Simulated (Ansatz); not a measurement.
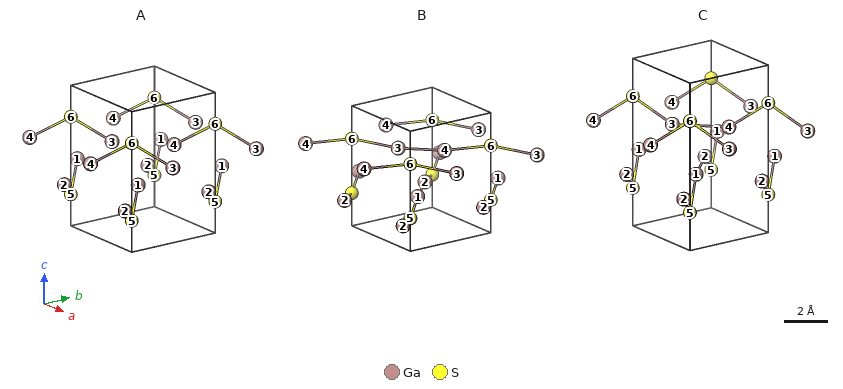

3 geometries from one relaxation of a crystal of Ga₂S (built on the random type) (coarse preliminary run), in shuffled order. The picture is a ball-and-stick view of the cell of the calculation, seen from a free direction.

Case: random cell with space group P-42m (No. 111).

Level of theory: DFT PBE, scalar-relativistic, plane waves, PAW (Ansatz 0.2.0). Settings: plane-wave cutoff 420 eV; k-point mesh 4 × 4 × 4; occupations gaussian; smearing width 0.1 eV; no spin polarisation; cell and atoms relaxed; force threshold 0.04 eV/Å; at most 70 steps.

### Order the frames from highest to lowest energy.

B, A, C. They are steps 0, 5, 18, at +3.315 eV per cell of the calculation, +0.300 eV per cell of the calculation relative to the last. The largest moves relative to the cell, 0.49 Å, are those of Ga1, Ga2, Ga3 and Ga4. Ga3 goes along [−1 −1 −1]. By element the largest moves are Ga 0.49 Å, S 0.39 Å. Cell: a = b 4.732 → 4.613 Å (−2.5 %), c 6.016 → 8.393 Å (+39.5 %). Volume +32.6 %. Near-neighbour distances that change, for instance: S5–S6 2.727 → 4.592 Å, Ga1–Ga2 2.231 → 2.727 Å, Ga1–S5 2.260 → 2.302 Å. Bond angles that change, for instance: Ga1–S5–Ga2 161.6° → 111.1°, Ga2–Ga1–S5 170.8° → 145.6°. The space group stays P-42m (No. 111). Over 14 accepted moves (18 points after the start) the energy falls by 3.315 eV per cell of the calculation. The largest force component goes from 1.8 to 0.0086 eV/Å. Pressure: 10.79 GPa at the start and 0.07 GPa at the end. The line search rejected the trial steps at points 14, 16 of the run. At 2 points the geometry stayed and the basis and grid were re-selected for the new cell (energy shift of 0.108 eV per cell of the calculation at most each time).

Limits of the set-up: layers or molecules are held without a dispersion correction, so their spacing is unreliable.
